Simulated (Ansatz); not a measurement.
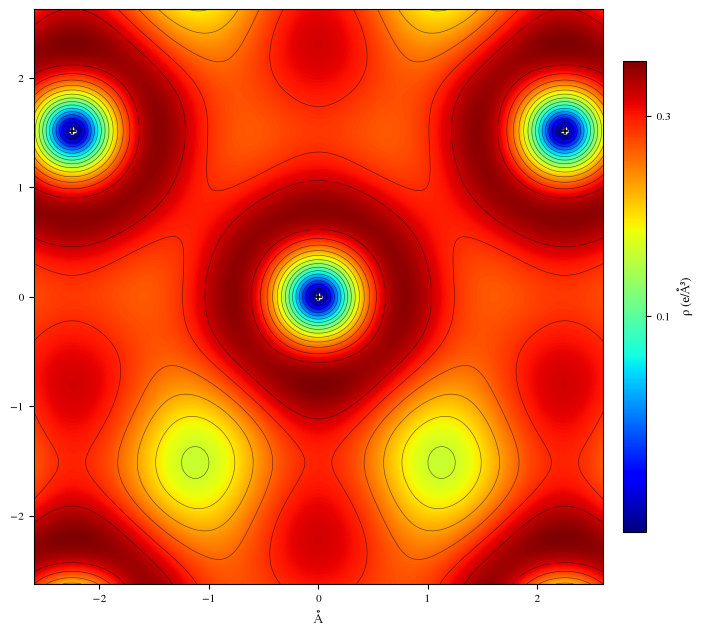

The valence electron density on a plane through atoms (crosses mark nuclei in the plane).

The calculation used DFT, r2SCAN, PAW with Ansatz's default frozen-core files, scalar-relativistic; relaxation of cell and atoms (Ansatz).

Candidates:
A. Si, a = 2.62 Å, b = 2.62 Å, c = 4.50 Å, α = 90.00°, β = 90.00°, γ = 120.00°. Space group P6₃/mmc; computed pressure about 2 GPa in this cell.
B. Pb, a = 4.87 Å, b = 4.87 Å, c = 4.87 Å, α = 90.00°, β = 90.00°, γ = 90.00°. Space group Fm-3m; computed pressure about 4 GPa in this cell.

Which candidate gave the map?

Candidate A: Si on the (110) plane of the conventional cell, which holds Si. Si–Si (2.71 Å): the density is about 0.3 e/Å³ at the midpoint.
